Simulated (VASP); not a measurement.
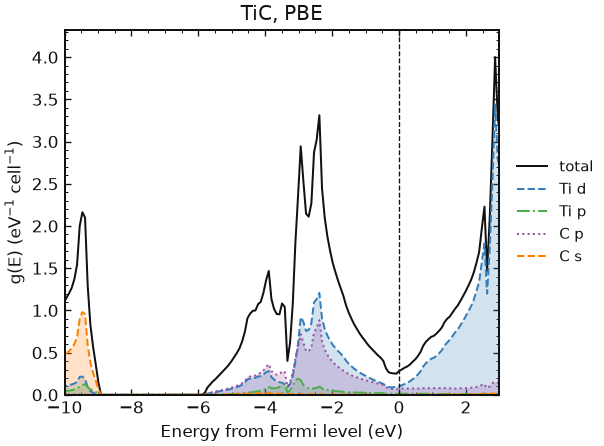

Density of states. Energies are counted from the Fermi level. The partial curves are projected inside the PAW spheres; the rest of the total lies in parts that aren't drawn and between the spheres.

The material is rocksalt TiC, space group Fm-3m, 2 atoms in the primitive cell; cubic a = 4.334 Å.

Computed with VASP 6.6.1: PBE, VASP PAW PBE potentials, release 64 (Ti_sv, C), no spin polarisation, no spin-orbit coupling, 16×16×16 k mesh in the self-consistent step, 520 eV cutoff, Gaussian smearing of 0.3 eV.

**What is the density of states at the Fermi level?**

It is a metal. The density of states at the Fermi level is about 0.29 per eV and cell (mean within 0.25 eV), or 0.14 per atom.

**Where is the tallest peak in the window, and which states make it?**

The tallest peak in the window is at −2.4 eV; by projected weight it is Ti d (56 %) and C p (39 %).

The density of states was taken on a 24×24×24 mesh with the tetrahedron method. The cell was derived from a database entry in an earlier step, so it needn't be the measured one.
